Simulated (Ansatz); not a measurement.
# Geometry relaxation of C$_{48}$H$_{2}$O (part 2 of 3)

The same run, continued: C$_{48}$H$_{2}$O (slab, 51 atoms in the cell); DFT PBE+D3(BJ), scalar-relativistic, plane waves, PAW, no spin polarisation (Ansatz 0.2.0); cutoff 420 eV, 3×2×1 k-mesh, Gaussian smearing of 0.05 eV. The structure derives from an entry of the Crystallography Open Database. The input holds or restrains some coordinates. Forces given for the steps count only the free coordinates. It belongs to a series of runs on one base structure; here: 1 H2O a cell, upright, over a hollow C-C-C site.

Log, continued:
```
SCF iter   1: F=—  HF=-12618.712741 eV  |F-HF|=—  |Δ(HF+E_count)|=         —  Δρ=1.56e-5  dr2=2.88e-6  ethr=1.44e-9  p=0.116 e·Å  D=2.27e-2 V/Å  ΔV_dip=-0.59 eV  dr2_dipole=4.35e-9  V_vac-E_F(+/−)=5.39/5.98 eV  ⟨swp⟩=1.0  Hψ=1424  notcnv=0
efield: sawtooth ramp at fractional position 0.9734 (handed on by an earlier solve), width 0.0400; the density the first Hamiltonian is built on has a dipole p = 0.116 e·Å; the dipole correction subtracts the counter field D = 2.27e-2 V/Å, which shifts the + side's vacuum level by -0.59 eV against the − side's; the planar-averaged density in the ramp window peaks in size at 5.5e-7 e/Å³
preconditioner: auto → LDOS  [insulator: Δε(μ)=0.101 eV  Ē_g=15.410 eV  σ=0.050 eV  W_gap=0.66  n_scr=146 (ndim 8)  ℏωp=17.3 eV  f_vac=0.611  D(μ)=12.65/eV (n_scr^D=60)  ε∞_Penn≈2.3  β→1.0]
SCF iter   2: F=—  HF=-12618.713075 eV  |F-HF|=—  |Δ(HF+E_count)|=   3.34e-4  Δρ=2.51e-5  dr2=7.92e-6  ethr=1.44e-9  p=0.116 e·Å  D=2.28e-2 V/Å  ΔV_dip=-0.59 eV  dr2_dipole=2.98e-8  V_vac-E_F(+/−)=5.39/5.98 eV  ⟨swp⟩=3.0  Hψ=995  notcnv=0
SCF iter   3: F=—  HF=-12618.713075 eV  |F-HF|=—  |Δ(HF+E_count)|=   5.77e-7  Δρ=4.64e-6  dr2=3.25e-7  ethr=1.44e-9  p=0.116 e·Å  D=2.28e-2 V/Å  ΔV_dip=-0.59 eV  dr2_dipole=4.88e-9  V_vac-E_F(+/−)=5.39/5.98 eV  ⟨swp⟩=2.0  Hψ=790  notcnv=0
SCF iter   4: F=-12618.713075 eV  HF=-12618.713075 eV  |F-HF|=1.01e-7  |Δ(HF+E_count)|=   3.91e-8  Δρ=1.41e-6  dr2=3.96e-8  ethr=5.00e-11  p=0.116 e·Å  D=2.28e-2 V/Å  ΔV_dip=-0.59 eV  dr2_dipole=1.54e-10  V_vac-E_F(+/−)=5.39/5.98 eV  ⟨swp⟩=15.2  Hψ=5445  notcnv=0
SCF 22 converged in 4 iterations: F = -12618.713075 eV  dr2 = 3.96e-8
relax step  22: F+E_penalty+E_count = -12618.71307479 eV  Δ(F+E_penalty+E_count) = -1.758e-6 eV  max|allowed force component| = 2.388e-2 eV/Å  Δτ_max = 0.0000 Å  (4 SCF iters, accepted)
```

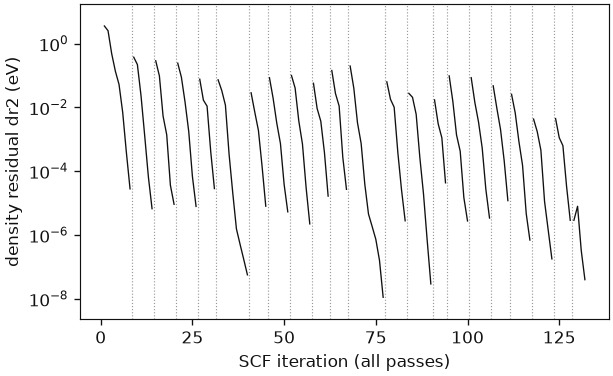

*Convergence of the self-consistent field: density residual dr2 against the SCF iteration. The dotted lines part the SCF passes of the relaxation: geometry steps, rejected trials and re-solves on a re-selected basis.*

The 22 passes take 4 to 10 iterations each, 132 in all.

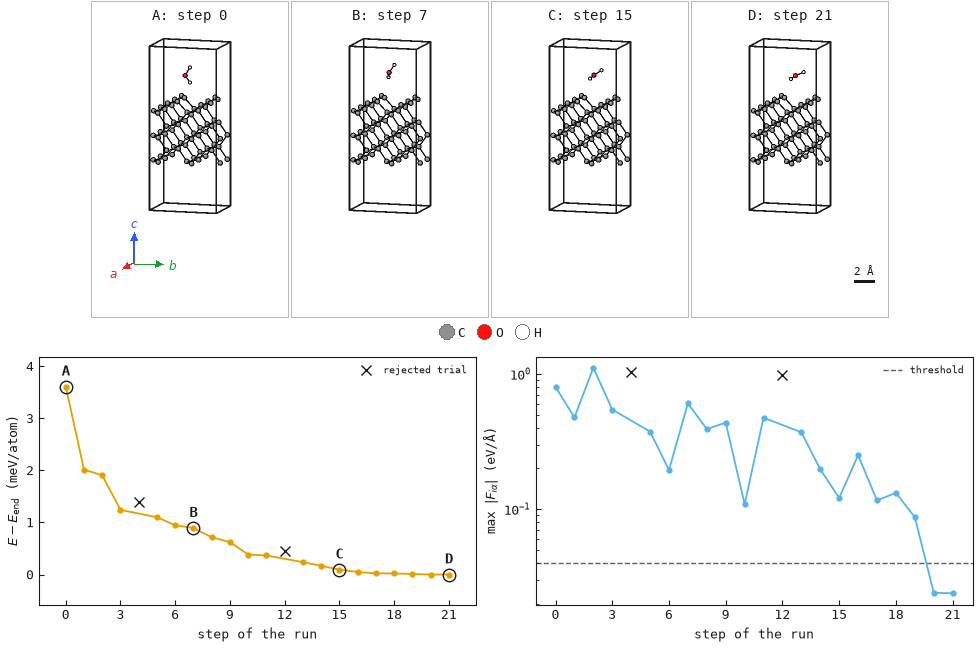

*Frames of the restrained relaxation (ball-and-stick view of the cell of the calculation, with the vacuum cut short (origin shifted), seen slightly off an axis) above the curves, on which the letters mark them (the first geometry is step 0 here and step 1 in the log).*

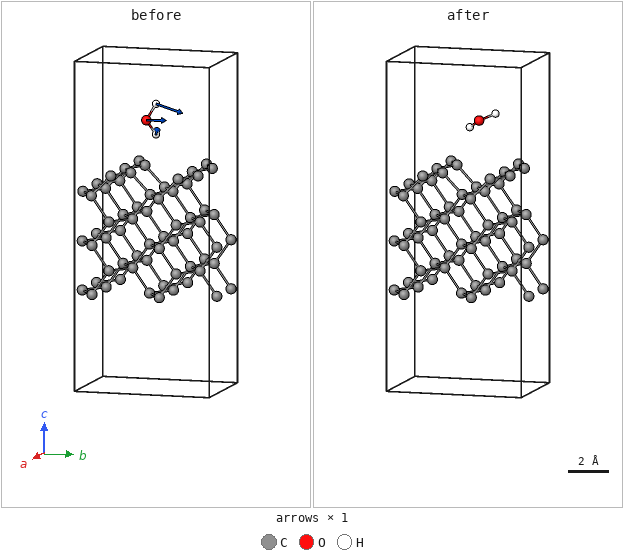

*Before (left) and after (right) the restrained relaxation, at one scale (ball-and-stick view of the cell of the calculation, with the vacuum cut short (origin shifted), seen slightly off an axis). The blue arrows give the displacements, at true length.*

The energy falls by 3.6 meV per atom in 21 geometry steps. The largest force component goes from 0.8 to 0.024 eV/Å. The line search rejected the trial steps at points 4, 12 (counted from 0) and went back. The largest move is that of H51, 1.56 Å. By element the largest moves are H 1.56 Å, O 1.11 Å, C 0.02 Å. The cell doesn't change. Distances before and after: O49–H51 0.990 → 0.971 Å, O49–H50 0.990 → 0.976 Å, C34–C47 1.479 → 1.489 Å, C38–C42 1.479 → 1.473 Å. (Atoms are counted from 1 in the order of the input.)

```
WARN: The output density's exchange-correlation potential varies sharply where the density is thin. Do not read a vacuum level from v_tot or v_xc, or from such a field of the output density. On a cell that repeats whose density bears no net charge and no dipole along the vacuum's axis use v_es (v_loc + v_h of the components); under efield.dipole_correction with no amplitude use v_es + v_field, which holds any external_charges[].barrier, or the levels of the report's work_function block, which leave it out; under a non-zero efield.amplitude the vacuum is tilted and has no level; on a cell that repeats and bears such a dipole with no correction it is tilted too, and efield.dipole_correction with no amplitude gives each side of its ramp a level where efield: is served; in a cell that repeats whose density bears a net charge (total_charge, or a fill off its count) it is curved and has none; of a slab under crystal.periodic whose density bears no net charge use v_es, which has a level on each side, short of where the two are joined; of another it falls or rises all the way out and has none; of a slab beside external_charges read slab_vacuum_level instead, which it has where they leave it neutral. The grid or the basis barely resolves most such structure, and the values can differ between equally converged runs; as a rule a tighter scf.convergence.dr2_threshold does not remove it. Where the density itself ripples (under the LDA too) a higher basis.ecutwfc lessens it. The files hold the spikes' plane waves up to the density's cutoff. Files: v_tot_of_output_density and the like, and their columns of v_z.tsv (output.write_potential); v_xc_of_output_density and the like, and their columns of v_comp_z.tsv (output.write_potential_components). Measured: with its Gaussian average of σ = 0.25 Å subtracted twice, the exchange-correlation potential is over 0.1 eV at 399 of the grid points where the equally averaged density (valence and model cores) is under 1e-3 e/Å³, and 0.926 eV at the most among them, at an averaged density of 9.5e-4 e/Å³. The input density's (outcome.potential() and, of a run that writes arrays, v_tot and v_xc) is over 0.1 eV, so measured, at 656 points of its own thin density, 0.926 eV at the most. See output.write_potential in the manual, Limitations
SCF converged after 4 iterations
Free energy (F): -12618.713075 eV
Harris-Foulkes:  -12618.713075 eV  (|F-HF|=1.01e-7)
Internal energy: -12618.697262 eV  (E = F + TS)
E sigma→0 (E₀):  -12618.705168 eV
Entropy (-TS):   -0.015813 eV (-0.310 meV/atom)
Fermi energy:    0.197558 eV
Dipole field:    D = 0.022770 V/Å  (p = 0.116416 e·Å, saw-weighted, corrected)
Work function:   Φ+ = 5.3869 eV   Φ− = 5.9756 eV
Levels:          The Fermi level and band energies are counted from a zero that moves with the ramp; work functions are not
--- Per-component energies (eV) ---
  E_band       = -1770.565998
  E_kinetic    = 4582.110445
  E_local      = -209377.702514  (includes V_loc(G=0)·N_el)
  E_nonlocal   = 1339.518440
  E_hartree    = 102509.783773
  E_xc         = -2406.131187
  E_vxc        = -2987.295820  (∫ρ·V_xc dr)
  E_paw        = -4919.085283  (= ΣΔE_a)
  E_vpaw       = -353.203709  (= ΣTr[D̂ρ^β])
  E_aug_tail   = 0.000348  (compensation charges beyond the density's cutoff)
  E_efield     = 0.001325  (sawtooth field / dipole correction)
  E_vefield    = 6.444236  (∫n·V_field dr)
  E_ewald      = 95660.475718
  E_disp       = -7.668327  (pairwise vdW)
  E_smearing   = -0.015813  (= −TS)
  E_closure    = 0.000000  (closes the sum)
  Σ components = -12618.713075   (vs F -12618.713075, Δ=0.00e0)
--- Forces (eV/Å), atoms counted from 1 ---
  atom   1  C      0.00515427     4.56341382     1.00185738
  atom   2  C     -0.01705669     4.58884434     1.01588554
  atom   3  C      0.01498226     4.57376198     1.03043650
  atom   4  C     -0.01207991     4.58923126     1.01460223
  atom   5  C     -0.01058809    -4.57928610     1.06325128
  atom   6  C      0.00993057    -4.57790944     1.01051907
  atom   7  C     -0.00671414    -4.56809300     1.00081550
  atom   8  C      0.01625862    -4.58632943     1.03236299
  atom   9  C      0.00839965     1.00518846    -1.16117821
  atom  10  C     -0.00627024     1.01538479    -1.10816431
  atom  11  C     -0.00883085     1.03701749    -1.08127194
  atom  12  C      0.00939354     1.00260452    -1.11331962
  atom  13  C      0.01682438    -1.02197715    -1.12672398
  atom  14  C     -0.01849634    -1.01213396    -1.15897934
  atom  15  C     -0.02279596    -1.01484111    -1.11160247
  atom  16  C      0.02175927    -1.02395149    -1.11687150
  atom  17  C      0.00768140     0.49211843     0.11285424
  atom  18  C      0.01128947     0.47260557     0.10358506
  atom  19  C     -0.00876655     0.47627730     0.09960916
  atom  20  C     -0.00923112     0.46517786     0.08189823
  atom  21  C      0.00895086    -0.47720077     0.10559024
  atom  22  C      0.00342978    -0.46108936     0.07596250
  atom  23  C     -0.00719561    -0.49405873     0.12460706
  atom  24  C     -0.00588187    -0.47073479     0.10458414
  atom  25  C      0.00022001     0.00118139     0.00201660
  atom  26  C      0.00013378     0.00139643    -0.00042672
  atom  27  C      0.00006285    -0.00299081     0.00212307
  atom  28  C     -0.00038027     0.00256591     0.00198509
  atom  29  C      0.00103389     0.00189092    -0.00449058
  atom  30  C      0.00000555     0.00366438    -0.00119909
  atom  31  C     -0.00076255     0.00236643    -0.00283137
  atom  32  C     -0.00020634     0.00579294     0.00223405
  atom  33  C      0.00108039    -0.00166136     0.00025981
  atom  34  C     -0.00156163    -0.00402383    -0.00578210
  atom  35  C     -0.00190154    -0.00102526    -0.00044703
  atom  36  C      0.00181270    -0.00188386    -0.00177398
  atom  37  C      0.00070787    -0.00121626     0.00011053
  atom  38  C     -0.00022949     0.00367831    -0.00152980
  atom  39  C     -0.00099282     0.00055377     0.00085150
  atom  40  C     -0.00037702     0.00107000    -0.00293353
  atom  41  C      0.00000345    -0.00086438    -0.00869947
  atom  42  C      0.00256998    -0.00138313    -0.00309581
  atom  43  C     -0.00330133    -0.00347984    -0.00807167
  atom  44  C      0.00125262     0.00161287     0.00299701
  atom  45  C      0.00198827    -0.00059989     0.00341774
  atom  46  C      0.00110042    -0.00285237     0.00222472
  atom  47  C      0.00447032     0.00618474     0.02210017
  atom  48  C     -0.00468923    -0.00180748     0.00221109
  atom  49  O      0.00396237     0.00415007     0.00214289
  atom  50  H     -0.00604363     0.01766679     0.01096998
  atom  51  H     -0.00010083    -0.02388282    -0.01471378
  max |Σ_I F_I| component: 1.24e-4 eV/Å
--- Band table (eV) ---
  k-point 0: bands = ["-21.6689", "-20.2953", "-19.9603", "-19.4980", "-19.2978", "-18.1721", "-18.0651", "-17.9768", "-17.2110", "-17.2047", "-16.3763", "-15.9451", "-15.9171", "-15.9113", "-15.8851", "-15.8776", "-15.3110", "-14.6783", "-14.6698", "-13.7889", "-13.7873", "-13.7000", "-13.6930", "-13.4121", "-13.0196", "-12.9054", "-12.7705", "-12.7680", "-12.6131", "-12.6081", "-12.0532", "-12.0011", "-11.6604", "-11.3158", "-11.3148", "-11.2086", "-11.2058", "-9.5893", "-9.5850", "-9.4655", "-9.0861", "-9.0325", "-9.0197", "-9.0193", "-8.8803", "-8.5179", "-8.0012", "-7.9683", "-7.9443", "-7.9389", "-7.7460", "-7.5524", "-7.5342", "-7.3983", "-7.3752", "-6.8299", "-6.7324", "-6.7253", "-6.5299", "-6.3417", "-6.2227", "-5.9002", "-5.8931", "-5.8311", "-5.8156", "-5.8138", "-5.4114", "-5.3765", "-5.2426", "-5.2405", "-5.1423", "-4.7236", "-4.7220", "-4.6555", "-4.2305", "-4.1835", "-4.0867", "-4.0283", "-3.9687", "-3.8693", "-3.8624", "-3.8568", "-3.6891", "-3.6205", "-3.4916", "-3.3452", "-3.1150", "-2.7026", "-2.4012", "-2.1094", "-1.5970", "-1.0833", "-0.5853", "-0.5040", "-0.4744", "-0.2960", "-0.1744", "0.0018", "0.0201", "0.0905", "0.1122", "0.2735", "0.2906", "0.6058", "0.6622", "0.9942", "1.8612", "3.2002", "4.2971", "4.6688", "5.1451", "5.1545", "5.4718", "5.5242", "5.5422", "5.5483", "5.6430", "5.7605", "5.8057", "5.8522", "6.3740", "6.4393", "6.9866", "7.0509", "7.1969", "7.2542", "7.3072", "7.3210", "7.4752", "7.4863", "7.5048", "7.5262", "7.5501", "7.7266", "7.7557", "8.2138", "8.4663", "8.5887", "8.6476", "8.6711", "8.7002", "8.7482", "8.7597", "8.7603", "8.8470", "8.8864", "8.8912", "8.8952", "8.9191", "9.0051", "9.0887"]
  k-point 1: bands = ["-21.1003", "-21.0908", "-19.9683", "-19.7383", "-19.7258", "-17.5624", "-17.5559", "-16.7317", "-16.7283", "-16.7249", "-16.7145", "-16.6304", "-16.6262", "-15.6069", "-15.6060", "-15.4608", "-15.4566", "-15.4557", "-15.4466", "-15.0676", "-15.0624", "-13.4000", "-13.3998", "-13.3960", "-13.3926", "-11.9159", "-11.9114", "-11.9073", "-11.9051", "-11.8982", "-11.8960", "-11.3911", "-11.3894", "-11.3862", "-11.3831", "-11.1355", "-11.1280", "-10.7193", "-10.7180", "-10.7150", "-10.7140", "-9.3173", "-9.3091", "-8.9277", "-8.9246", "-7.8003", "-7.6946", "-7.6806", "-7.6725", "-7.6604", "-7.1016", "-7.0999", "-7.0909", "-7.0867", "-7.0682", "-7.0447", "-6.6099", "-6.6090", "-6.3240", "-6.3099", "-5.9156", "-5.9015", "-5.8838", "-5.8806", "-5.4503", "-5.4448", "-5.3870", "-5.3819", "-5.3811", "-5.3792", "-5.3676", "-5.3612", "-5.0193", "-5.0067", "-4.5434", "-4.5377", "-4.5359", "-4.5338", "-4.0852", "-4.0190", "-4.0110", "-3.8941", "-3.8718", "-3.1026", "-3.0955", "-2.7854", "-2.7817", "-2.4807", "-2.4786", "-2.0775", "-1.6628", "-1.6559", "-0.4069", "-0.3810", "-0.2007", "-0.1604", "-0.1528", "-0.1430", "-0.1340", "-0.0393", "0.2670", "0.2933", "0.3019", "0.3530", "1.1346", "1.1414", "1.9035", "1.9988", "4.6307", "4.7847", "5.0720", "5.5332", "5.9979", "6.0026", "6.0452", "6.0684", "6.0694", "6.0848", "6.3841", "6.3986", "6.4960", "6.4994", "6.5056", "6.5075", "6.5653", "6.6135", "6.7433", "6.7707", "7.1369", "7.2237", "7.4037", "7.4389", "7.4738", "7.4820", "7.4986", "7.5089", "8.1093", "8.1795", "8.1865", "8.1881", "8.2085", "8.2586", "8.3980", "8.4188", "8.4241", "8.4424", "8.7037", "8.8935", "9.0491", "9.0666", "9.2600"]
```
